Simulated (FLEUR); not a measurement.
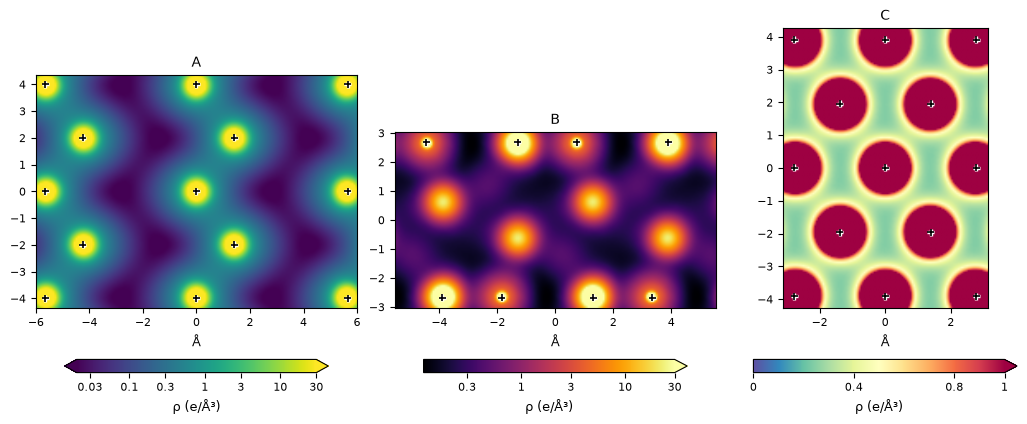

The total electron density of 3 systems, each on a plane through atoms (crosses mark nuclei in the plane).

These are results of Kohn-Sham DFT of a periodic cell, PBE, all-electron (FLEUR), not measurements.

System 1: TaN, the (011̄) plane of the conventional cell. Space group P-62m.

```cif
data_structure
_symmetry_space_group_name_H-M 'P 1'
_symmetry_Int_Tables_number 1
_cell_length_a 5.1960
_cell_length_b 5.1960
_cell_length_c 2.9110
_cell_angle_alpha 90.000
_cell_angle_beta 90.000
_cell_angle_gamma 120.000
_cell_volume 68.06
loop_
_atom_site_label
_atom_site_type_symbol
_atom_site_fract_x
_atom_site_fract_y
_atom_site_fract_z
_atom_site_occupancy
Ta1 Ta 0.00000 0.00000 0.00000 1
Ta2 Ta 0.66667 0.33333 0.50000 1
Ta3 Ta 0.33333 0.66667 0.50000 1
N1 N 0.00000 0.39285 0.00000 1
N2 N 0.60715 0.60715 0.00000 1
N3 N 0.39285 0.00000 0.00000 1
```

System 2: Ge, the (101) plane of the conventional cell. Space group Fd-3m.

System 3: Ni, the (101̄) plane of the conventional cell. Space group Im-3m; a structure from a database of computed crystals, not necessarily the ambient phase; spin-polarised.

```
Ni
1.0
     2.76743    0.00000    0.00000
     0.00000    2.76743    0.00000
     0.00000    0.00000    2.76743
Ni
2
Direct
  0.00000 0.00000 0.00000
  0.50000 0.50000 0.50000
```

Question: Which map belongs to which system?

Answer: Panel A is system 2, Ge: the plane holds Ge. Ge–Ge (2.45 Å): ρ is about 0.51 e/Å³ halfway. Panel B is system 1, TaN: the plane holds Ta and N. Ta–N (2.04 Å): the density is about 0.87 e/Å³ at the midpoint. Panel C is system 3, Ni: the plane holds Ni. Ni–Ni (2.40 Å): ρ at the midpoint is about 0.36 e/Å³.
